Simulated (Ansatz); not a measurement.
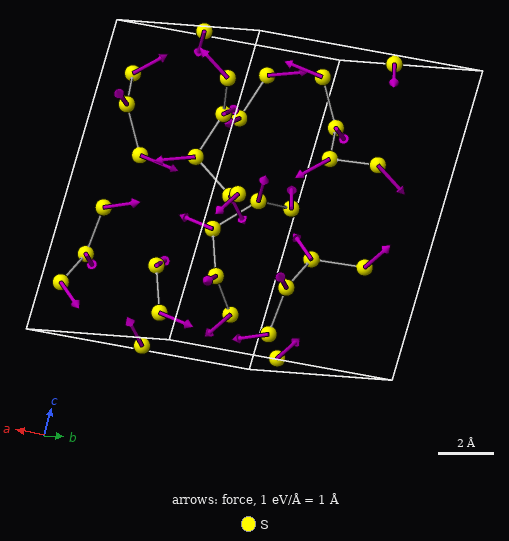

Starting geometry of solid S (built on the alpha type) with the computed forces as purple arrows. A ball-and-stick model of the reduced cell, seen from a free direction. Lengths and directions refer to the drawn axes.

Case: volume 30.866 Å^3/atom.

These are results of Ansatz 0.2.0, DFT r2SCAN, scalar-relativistic, plane waves, PAW, not measurements.

Input file:
```yaml
crystal:
  lattice:
    - [0.0, 7.0336696515, 12.0666821909]
    - [5.8188231687, 0.0, 12.0666821909]
    - [5.8188231687, 7.0336696515, 0.0]
  atoms:
    - { symbol: S, position: [0.0861526146, 0.2575024885, 0.2753610173] }
    - { symbol: S, position: [0.3809838796, 0.2753610173, 0.2575024885] }
    - { symbol: S, position: [0.2753610173, 0.3809838796, 0.0861526146] }
    - { symbol: S, position: [0.2575024885, 0.0861526146, 0.3809838796] }
    - { symbol: S, position: [0.1638473854, 0.9924975115, 0.9746389827] }
    - { symbol: S, position: [0.8690161204, 0.9746389827, 0.9924975115] }
    - { symbol: S, position: [0.9746389827, 0.8690161204, 0.1638473854] }
    - { symbol: S, position: [0.9924975115, 0.1638473854, 0.8690161204] }
    - { symbol: S, position: [0.3290981585, 0.4303103109, 0.3611606418] }
    - { symbol: S, position: [0.8794308887, 0.3611606418, 0.4303103109] }
    - { symbol: S, position: [0.3611606418, 0.8794308887, 0.3290981585] }
    - { symbol: S, position: [0.4303103109, 0.3290981585, 0.8794308887] }
    - { symbol: S, position: [0.9209018415, 0.8196896891, 0.8888393582] }
    - { symbol: S, position: [0.3705691113, 0.8888393582, 0.8196896891] }
    - { symbol: S, position: [0.8888393582, 0.3705691113, 0.9209018415] }
    - { symbol: S, position: [0.8196896891, 0.9209018415, 0.3705691113] }
    - { symbol: S, position: [0.5067950674, 0.3974586064, 0.2681930325] }
    - { symbol: S, position: [0.8275532937, 0.2681930325, 0.3974586064] }
    - { symbol: S, position: [0.2681930325, 0.8275532937, 0.5067950674] }
    - { symbol: S, position: [0.3974586064, 0.5067950674, 0.8275532937] }
    - { symbol: S, position: [0.7432049326, 0.8525413936, 0.9818069675] }
    - { symbol: S, position: [0.4224467063, 0.9818069675, 0.8525413936] }
    - { symbol: S, position: [0.9818069675, 0.4224467063, 0.7432049326] }
    - { symbol: S, position: [0.8525413936, 0.7432049326, 0.4224467063] }
    - { symbol: S, position: [0.4531065633, 0.5545268559, 0.1024565454] }
    - { symbol: S, position: [0.8899100353, 0.1024565454, 0.5545268559] }
    - { symbol: S, position: [0.1024565454, 0.8899100353, 0.4531065633] }
    - { symbol: S, position: [0.5545268559, 0.4531065633, 0.8899100353] }
    - { symbol: S, position: [0.7968934367, 0.6954731441, 0.1475434546] }
    - { symbol: S, position: [0.3600899647, 0.1475434546, 0.6954731441] }
    - { symbol: S, position: [0.1475434546, 0.3600899647, 0.7968934367] }
    - { symbol: S, position: [0.6954731441, 0.7968934367, 0.3600899647] }
basis:
  ecutwfc: 600
  ecutrho_ratio: 5
kpoints:
  mp_grid: { grid: [4, 4, 4] }
hamiltonian:
  xc: r2scan
scf:
  occupations: { method: gaussian, width: 0.05 }
output:
  forces: true
  stress: true
  eigenvalues: true
relax:
  f_tol: 0.04
  max_steps: 40
  cell: { stress_tol: 0.4, fix: [volume] }
```

Launched with:
```bash
ansatz run input.yaml --threads 16 --pin off --max-ram 28672MiB --backend cpu --events-out ev --progress --plain --runs-dir out
```

> What follows when this structure is relaxed?

It isn't relaxed: the largest force vector, on S atoms, is 1.58 eV/Å. The final displacements follow the starting forces only in part (cosine between the two patterns 0.75). The largest moves relative to the cell, 0.10 Å, are those of 8 atoms (S9, S10, S11, S12 and others). S15 goes along [1 2 0]. The drawn cell changes at constant volume: a = b 9.129 → 9.061 Å (−0.7 %), c 13.396 → 13.552 Å (+1.2 %), α 106.1° → 105.5°, β 106.1° → 105.5°, γ 100.8° → 101.7°. Among the contacts that change: S10–S18 1.986 → 2.057 Å. The space group stays Fddd (No. 70). After 3 accepted moves (4 points after the start) the energy has fallen by 1.575 eV per cell of the calculation. The largest force component goes from 1.5 to 0.011 eV/Å. The pressure goes from 4.74 to −0.28 GPa. The SCF was repeated once at an unchanged geometry on a basis and grid sized afresh for the cell, which shifted the energy by 0.1 meV per cell of the calculation at most. Cost: 100 s on 16 threads of Intel(R) Xeon(R) 6975P-C (Granite Rapids), with other jobs on the host, peak memory 21 GiB.
